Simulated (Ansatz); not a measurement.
## WSe2: geometry relaxation (part 2 of 2)

WSe2 (P6₃/mmc, 6 atoms in the cell); DFT, r2SCAN+rVV10, plane waves, PAW, no spin polarisation (Ansatz 0.2.0); cutoff 500 eV, 12×12×2 k-mesh, Fermi–Dirac smearing of 0.03 eV. The structure derives from a Materials Project entry. The geometry comes from this level: PBEsol.

Geometry of the input (Å; fractional positions):
```
3.2711  0.0000  0.0000
-1.6355  2.8328  0.0000
0.0000  0.0000  13.2257
W  0.6667  0.3333  0.7500
W  0.3333  0.6667  0.2500
Se 0.3333  0.6667  0.8766
Se 0.6667  0.3333  0.3766
Se 0.3333  0.6667  0.6234
Se 0.6667  0.3333  0.1234
```

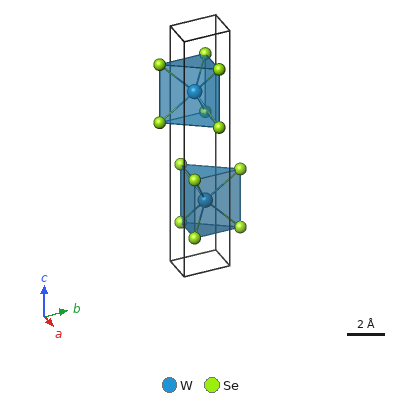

Figure 1. The geometry at step 2 of the log (polyhedral view of the cell of the calculation, seen slightly off an axis; polyhedra are completed across the faces of the cell).

### Output, continued
```
SCF iter   1: F=—  HF=-42699.919959 eV  |F-HF|=—  |Δ(HF+E_count)|=         —  Δρ=4.33e-3  dr2=1.06e-1  dr2_τ=1.04e-1  ethr=1.13e-4  ⟨swp⟩=1.5  Hψ=9110  notcnv=0
automatic band count: iteration 1 solves 53 bands in place of 56: the levels show a gap, and the empty bands left out lie too high to hold charge; the band table lists the bands solved (type scf.n_extra_bands for more)
preconditioner: auto → Resta (q_TF=auto, 2.596 Å⁻¹)  ε∞=6.5  [insulator: Δε(μ)=1.111 eV  Ē_g=8.567 eV  σ=0.030 eV  W_gap=1.00  n_scr=40 (ndim 8)  ℏωp=20.0 eV  f_vac=0.057  D(μ)=0.00/eV (n_scr^D=0)  ε∞_Penn≈6.5]
SCF iter   2: F=—  HF=-42700.003701 eV  |F-HF|=—  |Δ(HF+E_count)|=   8.37e-2  Δρ=2.76e-3  dr2=1.12e-2  dr2_τ=2.42e-3  ethr=1.13e-4  ⟨swp⟩=2.4  Hψ=2965  notcnv=0
SCF iter   3: F=—  HF=-42700.003373 eV  |F-HF|=—  |Δ(HF+E_count)|=   3.28e-4  Δρ=1.36e-3  dr2=3.72e-3  dr2_τ=1.86e-4  ethr=1.22e-5  ⟨swp⟩=2.0  Hψ=2773  notcnv=0
SCF iter   4: F=—  HF=-42700.003544 eV  |F-HF|=—  |Δ(HF+E_count)|=   1.71e-4  Δρ=6.01e-4  dr2=1.05e-3  dr2_τ=1.18e-5  ethr=4.04e-6  ⟨swp⟩=2.4  Hψ=3879  notcnv=0
SCF iter   5: F=—  HF=-42700.003351 eV  |F-HF|=—  |Δ(HF+E_count)|=   1.93e-4  Δρ=2.03e-4  dr2=1.81e-4  dr2_τ=1.76e-6  ethr=1.15e-6  ⟨swp⟩=2.9  Hψ=3679  notcnv=0
SCF iter   6: F=—  HF=-42700.003327 eV  |F-HF|=—  |Δ(HF+E_count)|=   2.43e-5  Δρ=4.49e-5  dr2=5.78e-6  dr2_τ=1.65e-7  ethr=1.97e-7  ⟨swp⟩=2.0  Hψ=2542  notcnv=0
SCF iter   7: F=—  HF=-42700.003324 eV  |F-HF|=—  |Δ(HF+E_count)|=   2.68e-6  Δρ=1.39e-5  dr2=3.09e-7  dr2_τ=4.29e-9  ethr=6.29e-9  ⟨swp⟩=2.0  Hψ=2698  notcnv=0
SCF iter   8: F=—  HF=-42700.003324 eV  |F-HF|=—  |Δ(HF+E_count)|=   9.42e-8  Δρ=2.45e-6  dr2=8.18e-9  dr2_τ=2.52e-10  ethr=3.36e-10  ⟨swp⟩=2.6  Hψ=3659  notcnv=0
SCF iter   9: F=—  HF=-42700.003324 eV  |F-HF|=—  |Δ(HF+E_count)|=   4.70e-9  Δρ=6.16e-7  dr2=7.59e-10  dr2_τ=1.79e-11  ethr=8.89e-12  ⟨swp⟩=2.0  Hψ=3686  notcnv=0
SCF iter  10: F=-42700.003324 eV  HF=-42700.003324 eV  |F-HF|=2.18e-11  |Δ(HF+E_count)|=  3.64e-11  Δρ=1.09e-7  dr2=1.38e-11  dr2_τ=9.62e-13  ethr=1.00e-12  ⟨swp⟩=3.1  Hψ=8204  notcnv=0
SCF 3 converged in 10 iterations: F = -42700.003324 eV  dr2 = 1.38e-11
relax step   3: F+E_penalty+E_count = -42700.00332439 eV  Δ(F+E_penalty+E_count) = -1.413e-2 eV  max|allowed force component| = 1.202e-2 eV/Å  Δτ_max = 0.0021 Å  P = +0.008 GPa  Ω = 123.928 Å³  energy of the carried Pulay correction = -2.694e-4 eV  (10 SCF iters, accepted)
Crystal: 6 atoms, lattice volume = 124.031 Å³
rVV10 density: all electrons in the spheres
iter 1 solved again at ethr=2.48e-8 eV; its pass at ethr=3.10e-3 eV (dr2=2.28e-5 eV) is discarded
SCF iter   1: F=—  HF=-42700.003219 eV  |F-HF|=—  |Δ(HF+E_count)|=         —  Δρ=1.77e-4  dr2=2.94e-5  dr2_τ=1.92e-4  ethr=2.48e-8  ⟨swp⟩=3.2  Hψ=9623  notcnv=0
automatic band count: iteration 1 solves 53 bands in place of 56: the levels show a gap, and the empty bands left out lie too high to hold charge; the band table lists the bands solved (type scf.n_extra_bands for more)
preconditioner: auto → Resta (q_TF=auto, 2.596 Å⁻¹)  ε∞=6.4  [insulator: Δε(μ)=1.141 eV  Ē_g=8.587 eV  σ=0.030 eV  W_gap=1.00  n_scr=40 (ndim 8)  ℏωp=20.0 eV  f_vac=0.065  D(μ)=0.00/eV (n_scr^D=0)  ε∞_Penn≈6.4]
SCF iter   2: F=—  HF=-42700.003399 eV  |F-HF|=—  |Δ(HF+E_count)|=   1.80e-4  Δρ=1.03e-4  dr2=1.07e-5  dr2_τ=4.95e-7  ethr=2.48e-8  ⟨swp⟩=2.2  Hψ=2985  notcnv=0
SCF iter   3: F=—  HF=-42700.003402 eV  |F-HF|=—  |Δ(HF+E_count)|=   2.35e-6  Δρ=4.40e-5  dr2=2.67e-6  dr2_τ=4.47e-7  ethr=1.16e-8  ⟨swp⟩=2.0  Hψ=2512  notcnv=0
SCF iter   4: F=—  HF=-42700.003402 eV  |F-HF|=—  |Δ(HF+E_count)|=   4.15e-7  Δρ=1.32e-5  dr2=2.49e-7  dr2_τ=4.14e-8  ethr=2.90e-9  ⟨swp⟩=2.5  Hψ=3116  notcnv=0
SCF iter   5: F=-42700.003402 eV  HF=-42700.003402 eV  |F-HF|=2.32e-8  |Δ(HF+E_count)|=   7.29e-8  Δρ=5.43e-6  dr2=5.58e-8  dr2_τ=8.88e-10  ethr=7.53e-11  ⟨swp⟩=5.0  Hψ=7133  notcnv=0
SCF 4 converged in 5 iterations: F = -42700.003402 eV  dr2 = 5.58e-8
relax step   4: F+E_penalty+E_count = -42700.00340211 eV  Δ(F+E_penalty+E_count) = -7.772e-5 eV  max|allowed force component| = 6.798e-3 eV/Å  Δτ_max = 0.0019 Å  P = +0.024 GPa  Ω = 124.031 Å³  energy of the carried Pulay correction = -2.894e-4 eV  (5 SCF iters, dr2 threshold 6.93e-8 eV, accepted)
rVV10 density: all electrons in the spheres
Initial wavefunctions: pseudopotential atomic-orbital guess (no wavefunctions were taken with the density)
iter 1 solved again at ethr=2.71e-8 eV; its pass at ethr=3.10e-3 eV (dr2=2.49e-5 eV) is discarded
SCF iter   1: F=—  HF=-42700.003706 eV  |F-HF|=—  |Δ(HF+E_count)|=         —  Δρ=4.39e-5  dr2=1.97e-7  dr2_τ=1.48e-6  ethr=2.71e-8  ⟨swp⟩=4.2  Hψ=13614  notcnv=0
preconditioner: auto → Resta (q_TF=auto, 2.596 Å⁻¹)  ε∞=5.5  [insulator: Δε(μ)=1.145 eV  Ē_g=9.442 eV  σ=0.030 eV  W_gap=1.00  n_scr=40 (ndim 8)  ℏωp=20.0 eV  f_vac=0.065  D(μ)=0.00/eV (n_scr^D=0)  ε∞_Penn≈5.5]
SCF iter   2: F=—  HF=-42700.003703 eV  |F-HF|=—  |Δ(HF+E_count)|=   3.17e-6  Δρ=2.26e-5  dr2=5.42e-8  dr2_τ=2.20e-7  ethr=2.14e-10  ⟨swp⟩=2.1  Hψ=3628  notcnv=0
SCF iter   3: F=—  HF=-42700.003705 eV  |F-HF|=—  |Δ(HF+E_count)|=   2.29e-6  Δρ=2.91e-6  dr2=1.71e-8  dr2_τ=2.48e-9  ethr=5.89e-11  ⟨swp⟩=2.0  Hψ=3020  notcnv=0
SCF iter   4: F=—  HF=-42700.003705 eV  |F-HF|=—  |Δ(HF+E_count)|=   3.34e-9  Δρ=1.09e-6  dr2=1.03e-9  dr2_τ=3.83e-10  ethr=1.86e-11  ⟨swp⟩=2.7  Hψ=3450  notcnv=0
SCF iter   5: F=-42700.003705 eV  HF=-42700.003705 eV  |F-HF|=1.67e-10  |Δ(HF+E_count)|=   4.42e-9  Δρ=3.03e-7  dr2=2.83e-11  dr2_τ=3.33e-11  ethr=1.00e-12  ⟨swp⟩=3.6  Hψ=8524  notcnv=0
SCF 5 converged in 5 iterations: F = -42700.003705 eV  dr2 = 2.83e-11
relax step   5: F+E_penalty+E_count = -42700.00370515 eV  Δ(F+E_penalty+E_count) = -3.030e-4 eV  max|allowed force component| = 6.765e-3 eV/Å  Δτ_max = 0.0000 Å  P = +0.026 GPa  Ω = 124.031 Å³  stress off target by 4.68e-2 GPa  SCF on the basis re-selected at this cell (its energy is not comparable with the rows above)  (5 SCF iters)
basis re-selected at this cell: Δ(F+E_penalty+E_count) = -3.030e-4 eV, ΔP = +0.001 GPa vs the last step (what re-selecting the basis moved, of the pressure what is left beyond the Pulay correction that the steps carried, after the strain that the cell walked since its last selection, with what the two solves' SCF thresholds leave and, on support functions, any second-order correction that the steps lacked; it is no measure of the basis error at this ecutwfc). This SCF's stress stands 4.68e-2 GPa from its target on what of the cell is left free (relax.cell.stress_tol is 5.00e-2 GPa) and its largest allowed force component is 6.76e-3 eV/Å (relax.f_tol is 1.00e-2 eV/Å): within both
SCF converged after 5 iterations
Free energy (F): -42700.003705 eV
Harris-Foulkes:  -42700.003705 eV  (|F-HF|=1.67e-10)
Internal energy: -42700.003705 eV  (E = F + TS)
E sigma→0 (E₀):  -42700.003705 eV
Fermi energy:    12.946465 eV
--- Per-component energies (eV) ---
  E_band       = -1800.589451
  E_kinetic    = 1380.264742
  E_local      = -11767.349832  (includes V_loc(G=0)·N_el)
  E_nonlocal   = -2376.414989
  E_hartree    = 5649.951383
  E_xc         = -882.253290
  E_vxc        = -943.315873  (∫ρ·V_xc dr)
  E_paw        = -24887.616858  (= ΣΔE_a)
  E_vpaw       = 558.838235  (= ΣTr[D̂ρ^β])
  E_aug_tail   = -0.000910  (compensation charges beyond the density's cutoff)
  E_vtau       = 47.486274  (kinetic-family band-sum trace: ∫τ·v_τ [+ j·A + Jᵃ·Aᵃ] dr)
  E_ewald      = -9808.348973
  E_core_change = -8.234979  (= ΣΔE_core)
  E_smearing   = -0.000000  (= −TS)
  E_closure    = -0.000000  (closes the sum)
  Σ components = -42700.003705   (vs F -42700.003705, Δ=0.00e0)
--- Forces (eV/Å), atoms counted from 1 ---
  atom   1  W      0.00000000     0.00000000    -0.00000000
  atom   2  W     -0.00000000    -0.00000000     0.00000000
  atom   3  Se    -0.00000000    -0.00000000     0.00676476
  atom   4  Se     0.00000000     0.00000000     0.00676476
  atom   5  Se    -0.00000000    -0.00000000    -0.00676476
  atom   6  Se     0.00000000     0.00000000    -0.00676476
  max |Σ_I F_I| component: 5.78e-18 eV/Å
--- Stress (GPa, compression-positive) ---
        0.015294       0.000000       0.000000
        0.000000       0.015294       0.000000
        0.000000       0.000000       0.046774
  P = ⅓ Tr σ = 0.0258 GPa (0.258 kbar)
--- Relaxed structure (4 steps of the walk, 3 accepted, 1 SCFs on fresh bases) ---
  F+E_penalty+E_count = -42700.00370515 eV   max|allowed force component| = 6.765e-3 eV/Å   (the final SCF, on the basis selected at the relaxed cell)
  cell:  # Å, volume = 124.0305 Å³
    - [3.2998001322556307, -1.1160994267658031e-32, 8.455298687619721e-35]
    - [-1.6499000661278154, 2.8577107419446266, 1.7179628976076099e-19]
    - [3.4186854238801873e-34, 8.020719619799067e-19, 13.152935906795044]
  atoms:
    - { symbol: W, position: [0.6666666666666665, 0.3333333333333333, 0.75] }
    - { symbol: W, position: [0.3333333333333333, 0.6666666666666666, 0.25] }
    - { symbol: Se, position: [0.3333333333333333, 0.6666666666666666, 0.8765972414396241] }
    - { symbol: Se, position: [0.6666666666666665, 0.3333333333333333, 0.3765972414396242] }
    - { symbol: Se, position: [0.3333333333333333, 0.6666666666666666, 0.623402758560376] }
    - { symbol: Se, position: [0.6666666666666665, 0.3333333333333333, 0.12340275856037584] }
```

### Trajectory as extended XYZ (Å, eV, eV/Å), 5 frames, from step=1 to step=5
```
6
Lattice="3.2711 0.0000 0.0000 -1.6355 2.8328 0.0000 0.0000 0.0000 13.2257" Properties=species:S:1:pos:R:3:forces:R:3 step=1 energy=-42699.98919 pressure_GPa=1.57
W     1.6355    0.9443    9.9193    0.0000   0.0000   0.0000
W     0.0000    1.8886    3.3064    0.0000   0.0000   0.0000
Se    0.0000    1.8886   11.5935    0.0000   0.0000   0.0358
Se    1.6355    0.9443    4.9807    0.0000   0.0000   0.0358
Se    0.0000    1.8886    8.2451    0.0000   0.0000  -0.0358
Se    1.6355    0.9443    1.6322    0.0000   0.0000  -0.0358
6
Lattice="3.3710 0.0000 0.0000 -1.6855 2.9194 0.0000 0.0000 0.0000 13.1691" Properties=species:S:1:pos:R:3:forces:R:3 step=2 energy=-42699.90888 pressure_GPa=-2.23 accepted=F
W     1.6855    0.9731    9.8768    0.0000   0.0000   0.0000
W     0.0000    1.9463    3.2923    0.0000   0.0000   0.0000
Se    0.0000    1.9463   11.5042    0.0000   0.0000   0.2718
Se    1.6855    0.9731    4.9196    0.0000   0.0000   0.2718
Se    0.0000    1.9463    8.2494    0.0000   0.0000  -0.2718
Se    1.6855    0.9731    1.6649    0.0000   0.0000  -0.2718
6
Lattice="3.3014 0.0000 0.0000 -1.6507 2.8591 0.0000 0.0000 0.0000 13.1294" Properties=species:S:1:pos:R:3:forces:R:3 step=3 energy=-42700.00332 pressure_GPa=0.01
W     1.6507    0.9530    9.8470    0.0000   0.0000   0.0000
W     0.0000    1.9061    3.2823    0.0000   0.0000   0.0000
Se    0.0000    1.9061   11.5111    0.0000   0.0000   0.0120
Se    1.6507    0.9530    4.9464    0.0000   0.0000   0.0120
Se    0.0000    1.9061    8.1829    0.0000   0.0000  -0.0120
Se    1.6507    0.9530    1.6183    0.0000   0.0000  -0.0120
6
Lattice="3.2998 0.0000 0.0000 -1.6499 2.8577 0.0000 0.0000 0.0000 13.1529" Properties=species:S:1:pos:R:3:forces:R:3 step=4 energy=-42700.00340 pressure_GPa=0.02
W     1.6499    0.9526    9.8647    0.0000   0.0000   0.0000
W     0.0000    1.9051    3.2882    0.0000   0.0000   0.0000
Se    0.0000    1.9051   11.5298    0.0000   0.0000   0.0068
Se    1.6499    0.9526    4.9534    0.0000   0.0000   0.0068
Se    0.0000    1.9051    8.1996    0.0000   0.0000  -0.0068
Se    1.6499    0.9526    1.6231    0.0000   0.0000  -0.0068
6
Lattice="3.2998 0.0000 0.0000 -1.6499 2.8577 0.0000 0.0000 0.0000 13.1529" Properties=species:S:1:pos:R:3:forces:R:3 step=5 energy=-42700.00371 pressure_GPa=0.03
W     1.6499    0.9526    9.8647    0.0000   0.0000   0.0000
W     0.0000    1.9051    3.2882    0.0000   0.0000   0.0000
Se    0.0000    1.9051   11.5298    0.0000   0.0000   0.0068
Se    1.6499    0.9526    4.9534    0.0000   0.0000   0.0068
Se    0.0000    1.9051    8.1996    0.0000   0.0000  -0.0068
Se    1.6499    0.9526    1.6231    0.0000   0.0000  -0.0068
```

### Summary

```json
{"quantity": "outcome", "value": "converged"}
{"quantity": "space group (tolerance 0.01 Å)", "value": "P6₃/mmc (194)"}
{"quantity": "electrons treated", "value": "92"}
{"quantity": "free energy", "value": "−42700.0037 eV"}
{"quantity": "Fermi energy", "value": "12.946 eV"}
{"quantity": "pressure", "value": "0.03 GPa"}
{"quantity": "final volume", "value": "124.03 Å³"}
{"quantity": "largest force (length of the vector) at the end", "value": "0.007 eV/Å"}
{"quantity": "final cell", "value": "a = 3.300 Å, b = 3.300 Å, c = 13.153 Å, α = 90.00°, β = 90.00°, γ = 120.00°"}
{"quantity": "hardware", "value": "2 threads of Intel Xeon @ 2.70GHz, 189 GiB of memory available, shared host"}
{"quantity": "wall time", "value": "99 s (CPU time 3.2 min)"}
{"quantity": "peak memory", "value": "0.96 GiB"}
```

### Notes

Spin–orbit coupling is left out, which matters for W.
